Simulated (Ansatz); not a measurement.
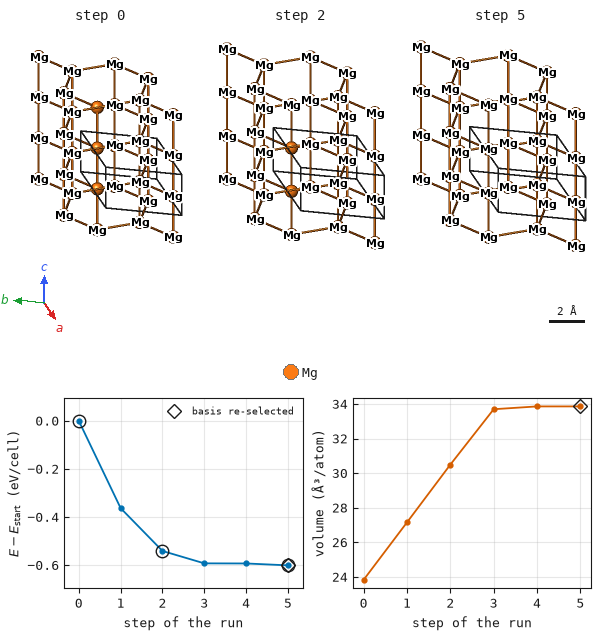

Frames of a relaxation of crystalline Mg (a generated structure, set up in P6/mmm) (coarse preliminary run), marked on the history of the run. Style: ball-and-stick. Shown: the cell of the calculation, repeated 2 × 2 × 3 with one cell outlined, from a free direction.

These are results of DFT PBE, scalar-relativistic, plane waves, PAW in Ansatz 0.2.0, not measurements.

Input
```yaml
crystal:
  lattice:
    - [4.4948588, 0.0, 0.0]
    - [-2.2474294, 3.89266191, 0.0]
    - [0.0, 0.0, 2.72458976]
  atoms:
    - { symbol: Mg, position: [0.33333333, 0.66666667, 0.0] }
    - { symbol: Mg, position: [0.66666667, 0.33333333, 0.0] }
basis:
  ecutwfc: 420
kpoints:
  mp_grid: { grid: [6, 6, 6] }
hamiltonian:
  xc: pbe
scf:
  occupations: { method: gaussian, width: 0.1 }
  lower_state_search: "off"
output:
  forces: true
  stress: true
  eigenvalues: true
relax:
  adjacent_minimum: "off"
  f_tol: 0.04
  max_steps: 70
  cell: { stress_tol: 0.4 }
```

Command:
```bash
ansatz run input.yaml --threads 1 --pin off --max-ram 2560MiB --backend cpu --events-out ev --progress --plain --runs-dir out
```

Question: What happens along the run?

Answer: The atoms keep their places relative to the cell (all moves are under 0.005 Å). Cell: a = b 4.495 → 5.159 Å (+14.8 %), c 2.725 → 2.938 Å (+7.8 %). Volume +42.1 %. Some distances before and after: Mg1–Mg2 2.595 → 2.979 Å, Mg1–Mg1 2.725 → 2.938 Å. The space group stays P6/mmm (No. 191). After 4 accepted moves (5 points after the start) the energy has fallen by 0.601 eV per cell of the calculation. All forces vanish by symmetry, so only the cell relaxes. The pressure goes from 11.69 to 0.26 GPa. At 1 point the geometry stayed and the basis and grid were re-selected for the new cell (energy shift of 7.8 meV per cell of the calculation at most each time). Cost: 12 s on 1 thread of Intel(R) Xeon(R) Processor @ 2.50GHz (Skylake/Cascade Lake) (shared host), peak memory 0.33 GiB. From step 0 to 2: volume +27.9 %, energy −0.541 eV per cell of the calculation. From step 2 to 5: volume +11.0 %, energy −59.8 meV per cell of the calculation.

Limits of the set-up: the k-point mesh is coarse for a cell with partly filled bands.
